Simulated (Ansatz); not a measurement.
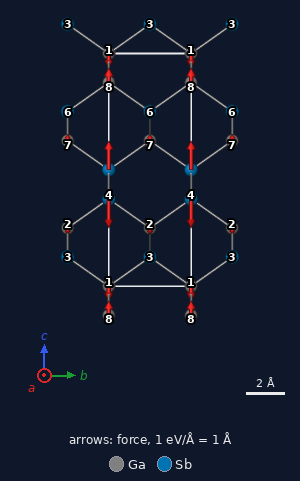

Starting geometry of an interface cell of composition GaSb with the computed forces as red arrows. A ball-and-stick model of the cell of the calculation, seen along the a axis.

Case: antiphase boundary on (0 0 1), species swapped.

Method: DFT PBE, scalar-relativistic, plane waves, PAW in Ansatz 0.2.0. Settings: plane-wave cutoff 420 eV; k-point mesh 8 × 8 × 3; occupations gaussian; smearing width 0.1 eV; no spin polarisation; cell relaxed at fixed a, b, alpha, beta, gamma; force threshold 0.02 eV/Å; at most 45 steps.

Is this structure relaxed? If not, where do the atoms go?

Answer. It isn't relaxed: the largest force vector, on Sb atoms, is 1.57 eV/Å. The final displacements follow the starting forces only in part (cosine between the two patterns 0.72). The largest moves relative to the cell, 0.16 Å, are those of Ga atoms. By element the largest moves are Ga 0.16 Å, Sb 0.14 Å. The drawn cell changes as follows: a = b unchanged at 4.394 Å, c 12.428 → 12.624 Å (+1.6 %); the volume changes by +1.6 %. Near-neighbour distances that change, for instance: Sb–Sb 2.691 → 2.879 Å, Ga–Ga 2.691 → 2.539 Å, Ga–Sb 2.691 → 2.727 Å, Ga–Sb 2.691 → 2.679 Å. Bond angles that change, for instance: Ga–Ga–Ga 109.5° → 119.9°, Sb–Sb–Sb 109.5° → 99.5°, Sb–Sb–Ga 109.5° → 112.3°. Over 4 accepted moves (5 points after the start) the energy falls by 0.392 eV per cell of the calculation. Largest force component: 1.6 eV/Å at the start, 0.0019 eV/Å at the end. The pressure goes from 2.14 to 0.46 GPa. The SCF was repeated once at an unchanged geometry on a basis and grid sized afresh for the cell, which shifted the energy by 0.7 meV per cell of the calculation at most. Cost: 3.6 min on 2 threads of Intel(R) Xeon(R) Platinum 8259CL CPU @ 2.50GHz (Skylake/Cascade Lake), on a shared host, peak memory 0.99 GiB.
